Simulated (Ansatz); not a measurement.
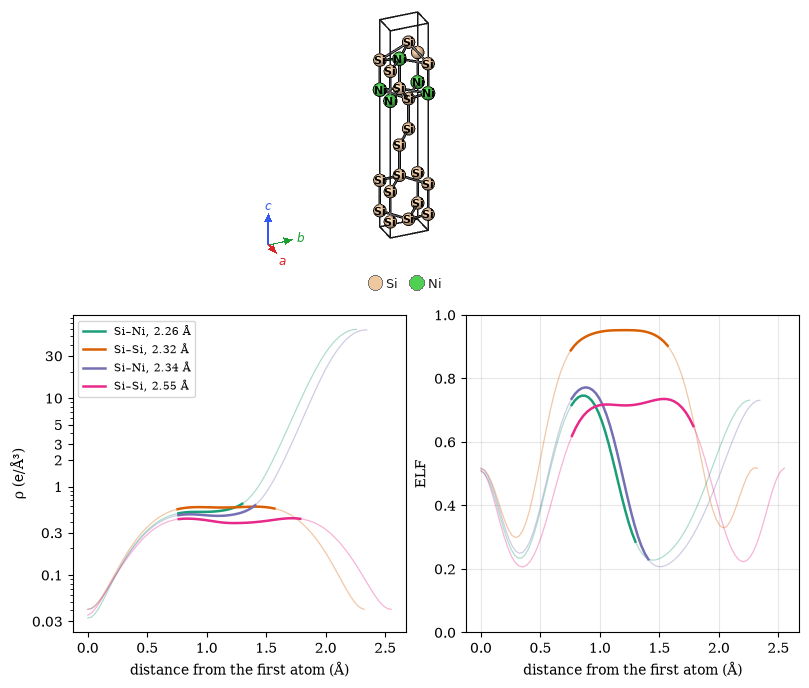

Si$_{5}$Ni (interface cell). Valence pseudo-density and electron localisation function along straight lines between neighbouring atoms. Thin, pale parts lie inside the atomic spheres. The structure is drawn too.

Computed without spin polarisation.

All numbers below come from DFT LDA, scalar-relativistic, plane waves, PAW (Ansatz 0.2.0).

Core electrons are frozen (PAW), and the valence fields are smoothed inside the atomic spheres.

```
CELL_PARAMETERS angstrom
3.81975 0.00000 0.00000
-1.90988 3.30800 0.00000
0.00000 0.00000 16.01345
ATOMIC_POSITIONS crystal
Si 0.33295 0.66705 0.02958
Si 0.99962 0.00038 0.07783
Si 0.99965 0.00035 0.22390
Si 0.66632 0.33368 0.27248
Si 0.66632 0.33368 0.41856
Si 0.33299 0.66701 0.46680
Si 0.33309 0.66691 0.61191
Ni 0.99977 0.00023 0.66161
Si 0.66644 0.33356 0.69180
Si 0.99952 0.00048 0.80458
Ni 0.66619 0.33381 0.83477
Si 0.33288 0.66712 0.88447
```

Question: Compare the contacts.

Answer: Si–Ni (2.26 Å): ρ is about 0.54 e/Å³ halfway; the ELF peaks at about 0.75 between the atoms.
Si–Si (2.32 Å): ρ at the midpoint is about 0.58 e/Å³; the ELF peaks at about 0.95 between the atoms.
Si–Ni (2.34 Å): the density is about 0.47 e/Å³ at the midpoint; the ELF peaks at about 0.75 in the valence shell of Si, 0.9 Å from its nucleus, and is about 0.50 at the midpoint.
Si–Si (2.55 Å): ρ is about 0.39 e/Å³ halfway; the ELF peaks at about 0.75 between the atoms.
